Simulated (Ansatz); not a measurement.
# Ag in W(100), 2x2: scattering by a point defect, part 2 of 3

How strong a scatterer is Ag in W(100), 2x2, and does relaxation matter?

Ansatz 0.2.0; Ansatz plane-wave DFT, PBE, PAW files; ballistic transport by layer matching (Landauer), zero bias; PAW set soft_1 (the session's first sound run).

So far, resistivity per at.% scaled from this dense plane, with the factor 3/4 for isotropic scattering (µΩ cm): step 3 (resistance at ideal sites) 12.3.

### 4. Relaxing the neighbours

The neighbours of the defect are let go while the lead's layers stay on their sites, since a lead must repeat to 0.01 Å.

This step: Ansatz plane-wave DFT, PBE, PAW files; relaxation with the lead's layers held; PAW set soft_1 (Ansatz 0.2.0).

The input, input.yaml:

```yaml
crystal:
  lattice:
    - [6.3296, 0.0, 0.0]
    - [0.0, 6.3296, 0.0]
    - [0.0, 0.0, 28.4832]
  atoms:
    - { symbol: W, position: [0.0, 0.0, 0.0277777778] }
    - { symbol: W, position: [0.0, 0.5, 0.0277777778] }
    - { symbol: W, position: [0.5, 0.0, 0.0277777778] }
    - { symbol: W, position: [0.5, 0.5, 0.0277777778] }
    - { symbol: W, position: [0.25, 0.25, 0.0833333333] }
    - { symbol: W, position: [0.25, 0.75, 0.0833333333] }
    - { symbol: W, position: [0.75, 0.25, 0.0833333333] }
    - { symbol: W, position: [0.75, 0.75, 0.0833333333] }
    - { symbol: W, position: [0.0, 0.0, 0.1388888889] }
    - { symbol: W, position: [0.0, 0.5, 0.1388888889] }
    - { symbol: W, position: [0.5, 0.0, 0.1388888889] }
    - { symbol: W, position: [0.5, 0.5, 0.1388888889] }
    - { symbol: W, position: [0.25, 0.25, 0.1944444444] }
    - { symbol: W, position: [0.25, 0.75, 0.1944444444] }
    - { symbol: W, position: [0.75, 0.25, 0.1944444444] }
    - { symbol: W, position: [0.75, 0.75, 0.1944444444] }
    - { symbol: W, position: [0.0, 0.0, 0.25] }
    - { symbol: W, position: [0.0, 0.5, 0.25] }
    - { symbol: W, position: [0.5, 0.0, 0.25] }
    - { symbol: W, position: [0.5, 0.5, 0.25] }
    - { symbol: W, position: [0.25, 0.25, 0.3055555556] }
    - { symbol: W, position: [0.25, 0.75, 0.3055555556] }
    - { symbol: W, position: [0.75, 0.25, 0.3055555556] }
    - { symbol: W, position: [0.75, 0.75, 0.3055555556] }
    - { symbol: W, position: [0.0, 0.0, 0.3611111111] }
    - { symbol: W, position: [0.0, 0.5, 0.3611111111] }
    - { symbol: W, position: [0.5, 0.0, 0.3611111111] }
    - { symbol: W, position: [0.5, 0.5, 0.3611111111] }
    - { symbol: W, position: [0.25, 0.25, 0.4166666667] }
    - { symbol: W, position: [0.25, 0.75, 0.4166666667] }
    - { symbol: W, position: [0.75, 0.25, 0.4166666667] }
    - { symbol: W, position: [0.75, 0.75, 0.4166666667] }
    - { symbol: W, position: [0.0, 0.0, 0.4722222222] }
    - { symbol: W, position: [0.0, 0.5, 0.4722222222] }
    - { symbol: W, position: [0.5, 0.0, 0.4722222222] }
    - { symbol: W, position: [0.5, 0.5, 0.4722222222] }
    - { symbol: Ag, position: [0.25, 0.25, 0.5277777778] }
    - { symbol: W, position: [0.25, 0.75, 0.5277777778] }
    - { symbol: W, position: [0.75, 0.25, 0.5277777778] }
    - { symbol: W, position: [0.75, 0.75, 0.5277777778] }
    - { symbol: W, position: [0.0, 0.0, 0.5833333333] }
    - { symbol: W, position: [0.0, 0.5, 0.5833333333] }
    - { symbol: W, position: [0.5, 0.0, 0.5833333333] }
    - { symbol: W, position: [0.5, 0.5, 0.5833333333] }
    - { symbol: W, position: [0.25, 0.25, 0.6388888889] }
    - { symbol: W, position: [0.25, 0.75, 0.6388888889] }
    - { symbol: W, position: [0.75, 0.25, 0.6388888889] }
    - { symbol: W, position: [0.75, 0.75, 0.6388888889] }
    - { symbol: W, position: [0.0, 0.0, 0.6944444444] }
    - { symbol: W, position: [0.0, 0.5, 0.6944444444] }
    - { symbol: W, position: [0.5, 0.0, 0.6944444444] }
    - { symbol: W, position: [0.5, 0.5, 0.6944444444] }
    - { symbol: W, position: [0.25, 0.25, 0.75] }
    - { symbol: W, position: [0.25, 0.75, 0.75] }
    - { symbol: W, position: [0.75, 0.25, 0.75] }
    - { symbol: W, position: [0.75, 0.75, 0.75] }
    - { symbol: W, position: [0.0, 0.0, 0.8055555556] }
    - { symbol: W, position: [0.0, 0.5, 0.8055555556] }
    - { symbol: W, position: [0.5, 0.0, 0.8055555556] }
    - { symbol: W, position: [0.5, 0.5, 0.8055555556] }
    - { symbol: W, position: [0.25, 0.25, 0.8611111111] }
    - { symbol: W, position: [0.25, 0.75, 0.8611111111] }
    - { symbol: W, position: [0.75, 0.25, 0.8611111111] }
    - { symbol: W, position: [0.75, 0.75, 0.8611111111] }
    - { symbol: W, position: [0.0, 0.0, 0.9166666667] }
    - { symbol: W, position: [0.0, 0.5, 0.9166666667] }
    - { symbol: W, position: [0.5, 0.0, 0.9166666667] }
    - { symbol: W, position: [0.5, 0.5, 0.9166666667] }
    - { symbol: W, position: [0.25, 0.25, 0.9722222222] }
    - { symbol: W, position: [0.25, 0.75, 0.9722222222] }
    - { symbol: W, position: [0.75, 0.25, 0.9722222222] }
    - { symbol: W, position: [0.75, 0.75, 0.9722222222] }
kpoints:
  mp_grid: { grid: [4, 4, 1] }
hamiltonian:
  xc: pbe
  pseudopotentials: { kind: paw, azcp: { folder: soft_1 } }
scf:
  occupations: { method: fermi_dirac, width: 0.1 }
relax:
  f_tol: 0.03
  max_steps: 40
  constraints:
    - { sites: [0, 1, 2, 3, 4, 5, 6, 7, 8, 9, 10, 11, 12, 13, 14, 15, 16, 17, 18, 19, 52, 53, 54, 55, 56, 57, 58, 59, 60, 61, 62, 63, 64, 65, 66, 67, 68, 69, 70, 71] }
```

On the command line:

```bash
$ ansatz run input.yaml --threads 4 --pin off --max-ram 15360MiB --backend cpu --events-out ev --progress --plain --runs-dir out
```

Numbers of over 12 decimals in the logs are rounded to 6 here.

What it wrote:

```text
Warning: crystal.symmetry: narrowed to the stabiliser of the relax constraints — unitary ops 16 → 8; lowered at sites 20, 21, 22, 23, 52, 53, 54, 55 (the operations that carried what is held of a site onto what its image site leaves free; the constrained walk keeps no symmetry that its constraints do not admit)
[...]
Crystal: 72 atoms, lattice volume = 1141.146 Å³
Basis set: ecut = 420 eV, 22299 PW (Γ), exchange–correlation on 90×90×384 points (8 copies of the dense FFT grid, shifted against one another)
Bands: 608, of which v1, the nominal top of the filled ones, is band 507 counted from 1 (506 counted from 0)
Symmetry: 8 space group operations
k-points: 6 of 16
[...]
SCF iter   1: F=—  HF=-745011.480875 eV  |F-HF|=—  |Δ(HF+E_count)|=         —  Δρ=6.69e-2  dr2=9.88e2  ethr=3.10e-3  ⟨swp⟩=5.3  Hψ=11506  notcnv=0
[...]
SCF iter   9: F=-744988.347219 eV  HF=-744988.347223 eV  |F-HF|=3.39e-6  |Δ(HF+E_count)|=   1.62e-6  Δρ=3.19e-6  dr2=3.45e-6  ethr=2.22e-9  ⟨swp⟩=3.0  Hψ=7137  notcnv=0
SCF 1 converged in 9 iterations: F = -744988.347219 eV  dr2 = 3.45e-6
[...]
relax step   1: F+E_penalty+E_count = -744988.34721928 eV  Δ(F+E_penalty+E_count) = +0.000e0 eV  max|allowed force component| = 5.146e-1 eV/Å  Δτ_max = 0.0000 Å  (9 SCF iters, dr2 threshold 2.25e-5 eV, accepted)
[...]
iter 1 solved again at ethr=2.96e-4 eV; its pass at ethr=3.10e-3 eV (dr2=3.00e0 eV) is discarded
[...]
SCF iter   7: F=-744986.996716 eV  HF=-744986.996716 eV  |F-HF|=8.51e-7  |Δ(HF+E_count)|=   2.01e-6  Δρ=5.43e-6  dr2=1.04e-6  ethr=1.63e-9  ⟨swp⟩=3.0  Hψ=8034  notcnv=0
SCF 2 converged in 7 iterations: F = -744986.996716 eV  dr2 = 1.04e-6
relax step   2: F+E_penalty+E_count = -744986.99671561 eV  Δ(F+E_penalty+E_count) = +1.351e0 eV  max|allowed force component| = 1.590e0 eV/Å  Δτ_max = 0.1685 Å  (7 SCF iters, dr2 threshold 1.66e-5 eV, rejected (line search))
SCF iter   1: F=—  HF=-744988.694140 eV  |F-HF|=—  |Δ(HF+E_count)|=         —  Δρ=8.34e-3  dr2=1.96e0  ethr=1.80e-3  ⟨swp⟩=4.7  Hψ=8530  notcnv=0
[...]
SCF iter   9: F=-744988.486137 eV  HF=-744988.486137 eV  |F-HF|=5.94e-9  |Δ(HF+E_count)|=   6.05e-9  Δρ=2.76e-7  dr2=6.19e-9  ethr=9.87e-12  ⟨swp⟩=3.0  Hψ=8007  notcnv=0
SCF 3 converged in 9 iterations: F = -744988.486137 eV  dr2 = 6.19e-9
relax step   3: F+E_penalty+E_count = -744988.48613716 eV  Δ(F+E_penalty+E_count) = -1.389e-1 eV  max|allowed force component| = 1.290e-1 eV/Å  Δτ_max = 0.0378 Å  (9 SCF iters, accepted)
[...]
relax step   4: F+E_penalty+E_count = -744988.48749969 eV  Δ(F+E_penalty+E_count) = -1.363e-3 eV  max|allowed force component| = 3.420e-2 eV/Å  Δτ_max = 0.0056 Å  (6 SCF iters, dr2 threshold 1.04e-6 eV, accepted)
SCF iter   1: F=—  HF=-744988.487231 eV  |F-HF|=—  |Δ(HF+E_count)|=         —  Δρ=1.14e-4  dr2=5.36e-4  ethr=3.03e-7  ⟨swp⟩=2.0  Hψ=5559  notcnv=0
[...]
SCF iter   6: F=-744988.487633 eV  HF=-744988.487633 eV  |F-HF|=2.91e-9  |Δ(HF+E_count)|=   1.63e-9  Δρ=2.71e-7  dr2=3.08e-9  ethr=3.73e-12  ⟨swp⟩=1.0  Hψ=10307  notcnv=0
SCF 5 converged in 6 iterations: F = -744988.487633 eV  dr2 = 3.08e-9
relax step   5: F+E_penalty+E_count = -744988.48763343 eV  Δ(F+E_penalty+E_count) = -1.337e-4 eV  max|allowed force component| = 4.007e-3 eV/Å  Δτ_max = 0.0023 Å  (6 SCF iters, accepted)
SCF converged after 6 iterations
Free energy (F): -744988.487633 eV
[...]
Internal energy: -744987.231771 eV  (E = F + TS)
E sigma→0 (E₀):  -744987.859702 eV
Entropy (-TS):   -1.255862 eV (-17.443 meV/atom)
Fermi energy:    22.358481 eV
[...]
--- Forces (eV/Å), atoms counted from 1 ---
  atom   1  W      0.01166432     0.01166432     0.00030630
  atom   2  W      0.01166432    -0.01166432     0.00030630
  atom   3  W     -0.01166432     0.01166432     0.00030630
  atom   4  W     -0.01166432    -0.01166432     0.00030630
  atom   5  W     -0.00000000     0.00000000    -0.01421267
  atom   6  W      0.00000000     0.00000000    -0.01390848
  atom   7  W      0.00000000     0.00000000    -0.01390848
  atom   8  W      0.00000000     0.00000000     0.03734209
  atom   9  W     -0.00266793    -0.00266793     0.01590162
  atom  10  W     -0.00266793     0.00266793     0.01590162
  atom  11  W      0.00266793    -0.00266793     0.01590162
  atom  12  W      0.00266793     0.00266793     0.01590162
  atom  13  W      0.00000000     0.00000000     0.01731561
  atom  14  W      0.00000000     0.00000000    -0.05690540
  atom  15  W      0.00000000     0.00000000    -0.05690540
  atom  16  W      0.00000000     0.00000000     0.01032966
  atom  17  W     -0.00093941    -0.00093941    -0.00678257
  atom  18  W     -0.00093941     0.00093941    -0.00678257
  atom  19  W      0.00093941    -0.00093941    -0.00678257
  atom  20  W      0.00093941     0.00093941    -0.00678257
  atom  21  W      0.00000000     0.00000000    -0.00335555
  atom  22  W      0.00000000     0.00000000    -0.00034217
  atom  23  W      0.00000000     0.00000000    -0.00034217
  atom  24  W      0.00000000     0.00000000     0.00124192
  atom  25  W      0.00382352     0.00382352    -0.00301110
  atom  26  W      0.00382352    -0.00382352    -0.00301110
  atom  27  W     -0.00382352     0.00382352    -0.00301110
  atom  28  W     -0.00382352    -0.00382352    -0.00301110
  atom  29  W      0.00000000     0.00000000    -0.00107287
  atom  30  W     -0.00000000     0.00000000    -0.00105344
  atom  31  W      0.00000000     0.00000000    -0.00105344
  atom  32  W     -0.00000000     0.00000000    -0.00400750
  atom  33  W     -0.00017993    -0.00017993     0.00160189
  atom  34  W     -0.00017993     0.00017993     0.00160189
  atom  35  W      0.00017993    -0.00017993     0.00160189
  atom  36  W      0.00017993     0.00017993     0.00160189
  atom  37  Ag    -0.00000000     0.00000000     0.00026078
  atom  38  W      0.00000000     0.00000000     0.00043945
  atom  39  W      0.00000000     0.00000000     0.00043945
  atom  40  W     -0.00000000     0.00000000     0.00160828
[...]
atom  61  W      0.00000000     0.00000000     0.01605101
  atom  62  W      0.00000000     0.00000000     0.04175777
  atom  63  W      0.00000000     0.00000000     0.04175777
  atom  64  W      0.00000000     0.00000000    -0.02437999
  atom  65  W     -0.00249781    -0.00249781    -0.01560755
  atom  66  W     -0.00249781     0.00249781    -0.01560755
  atom  67  W      0.00249781    -0.00249781    -0.01560755
  atom  68  W      0.00249781     0.00249781    -0.01560755
  atom  69  W      0.00000000     0.00000000     0.01706073
  atom  70  W      0.00000000     0.00000000     0.00950300
  atom  71  W      0.00000000     0.00000000     0.00950300
  atom  72  W      0.00000000     0.00000000    -0.03289867
  max |Σ_I F_I| component: 1.27e-5 eV/Å
--- Relaxed structure (5 steps of the walk, 4 accepted, 0 SCFs on fresh bases) ---
  F+E_penalty+E_count = -744988.48763343 eV   max|allowed force component| = 4.007e-3 eV/Å
  atoms:
    - { symbol: W, position: [0.0, 0.0, 0.027778] }
    - { symbol: W, position: [0.0, 0.5, 0.027778] }
    - { symbol: W, position: [0.5, 0.0, 0.027778] }
    - { symbol: W, position: [0.5, 0.5, 0.027778] }
    - { symbol: W, position: [0.25, 0.25, 0.083333] }
    - { symbol: W, position: [0.25, 0.75, 0.083333] }
    - { symbol: W, position: [0.75, 0.25, 0.083333] }
    - { symbol: W, position: [0.75, 0.75, 0.083333] }
    - { symbol: W, position: [0.0, 0.0, 0.138889] }
    - { symbol: W, position: [0.0, 0.5, 0.138889] }
    - { symbol: W, position: [0.5, 0.0, 0.138889] }
    - { symbol: W, position: [0.5, 0.5, 0.138889] }
    - { symbol: W, position: [0.25, 0.25, 0.194444] }
    - { symbol: W, position: [0.25, 0.75, 0.194444] }
    - { symbol: W, position: [0.75, 0.25, 0.194444] }
    - { symbol: W, position: [0.75, 0.75, 0.194444] }
    - { symbol: W, position: [0.0, 0.0, 0.250000] }
    - { symbol: W, position: [0.0, 0.5, 0.250000] }
    - { symbol: W, position: [0.5, 0.0, 0.250000] }
    - { symbol: W, position: [0.5, 0.5, 0.250000] }
    - { symbol: W, position: [0.25, 0.25, 0.305982] }
    - { symbol: W, position: [0.25, 0.75, 0.305367] }
    - { symbol: W, position: [0.75, 0.25, 0.305367] }
    - { symbol: W, position: [0.75, 0.75, 0.305426] }
    - { symbol: W, position: [0.000222704, 0.000222704, 0.360942] }
    - { symbol: W, position: [0.000222704, 0.499777, 0.360942] }
    - { symbol: W, position: [0.499777, 0.000222704, 0.360942] }
    - { symbol: W, position: [0.499777, 0.499777, 0.360942] }
    - { symbol: W, position: [0.25, 0.25, 0.417847] }
    - { symbol: W, position: [0.25, 0.75, 0.416407] }
    - { symbol: W, position: [0.75, 0.25, 0.416407] }
    - { symbol: W, position: [0.75, 0.75, 0.415906] }
    - { symbol: W, position: [-0.00331897, -0.00331897, 0.471397] }
    - { symbol: W, position: [-0.00331897, 0.503319, 0.471397] }
    - { symbol: W, position: [0.503319, -0.00331897, 0.471397] }
    - { symbol: W, position: [0.503319, 0.503319, 0.471397] }
    - { symbol: Ag, position: [0.25, 0.25, 0.527773] }
    - { symbol: W, position: [0.25, 0.75, 0.527760] }
    - { symbol: W, position: [0.75, 0.25, 0.527760] }
    - { symbol: W, position: [0.75, 0.75, 0.527774] }
    - { symbol: W, position: [-0.0033245, -0.0033245, 0.584144] }
[...]
- { symbol: W, position: [0.25, 0.25, 0.861111] }
    - { symbol: W, position: [0.25, 0.75, 0.861111] }
    - { symbol: W, position: [0.75, 0.25, 0.861111] }
    - { symbol: W, position: [0.75, 0.75, 0.861111] }
    - { symbol: W, position: [0.0, 0.0, 0.916667] }
    - { symbol: W, position: [0.0, 0.5, 0.916667] }
    - { symbol: W, position: [0.5, 0.0, 0.916667] }
    - { symbol: W, position: [0.5, 0.5, 0.916667] }
    - { symbol: W, position: [0.25, 0.25, 0.972222] }
    - { symbol: W, position: [0.25, 0.75, 0.972222] }
    - { symbol: W, position: [0.75, 0.25, 0.972222] }
    - { symbol: W, position: [0.75, 0.75, 0.972222] }
```

Elapsed: 6.1 min, on 4 threads of Intel Xeon Platinum 8559C (Emerald Rapids), shared host; peak memory 6.8 GiB; 24 min of CPU time.

The steps of the relaxation:

```csv
step,energy less that of the first step (eV),largest force component (eV/Å)
1,0.0000,0.5147
2,1.3505,1.5900
3,-0.1389,0.1290
4,-0.1403,0.0342
5,-0.1404,0.0040
```

Relaxation step 2 was tried and not accepted.

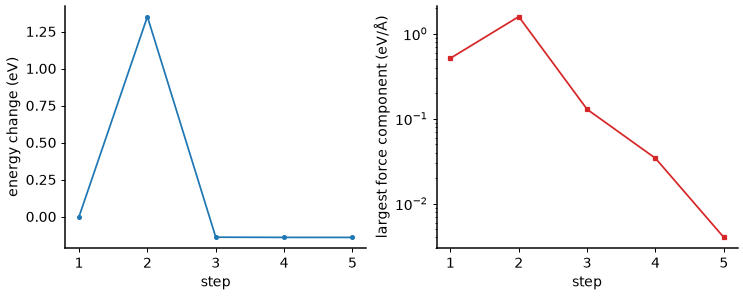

Energy and largest force along the relaxation.

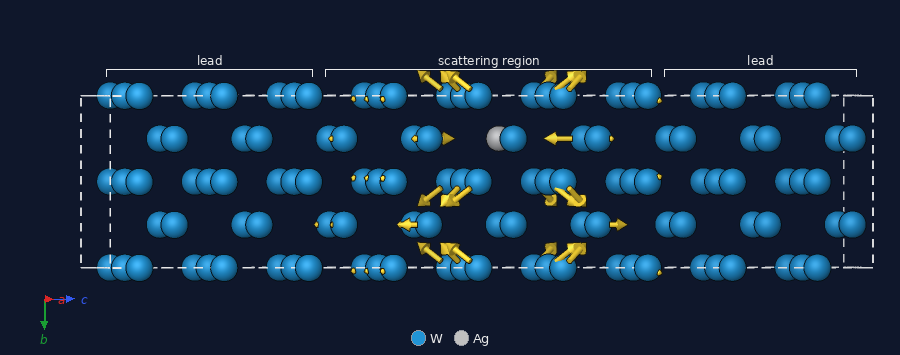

Displacements in the relaxation, exaggerated; the longest in the cell stands for 0.04 Å. Some periodic images of atoms are drawn too.

The atoms that moved most (Å):

```csv
atom,dx,dy,dz,length
W33,-0.021,-0.021,-0.024,0.038
W34,-0.021,0.021,-0.024,0.038
W35,0.021,-0.021,-0.024,0.038
W36,0.021,0.021,-0.024,0.038
W41,-0.021,-0.021,0.023,0.038
W42,-0.021,0.021,0.023,0.038
W43,0.021,-0.021,0.023,0.038
W44,0.021,0.021,0.023,0.038
```

Numbers from this step:

- free energy: -744988.4876 eV
- energy at zero smearing: -744987.8597 eV

The largest force component on a free atom ends at 0.0040 eV/Å, under the tolerance of 0.03, after 5 steps.

(Continued in part 3 of 3.)

[Logs are printed without paths, hosts, clocks, repeated set-up lines and the standing remarks that a program may print on its own settings, such as how far it seeks lower states.]

[Hosts, paths, dates, database ids (printed as entryN), source tags and the programs' standing remarks are cut or masked in the printed files.]
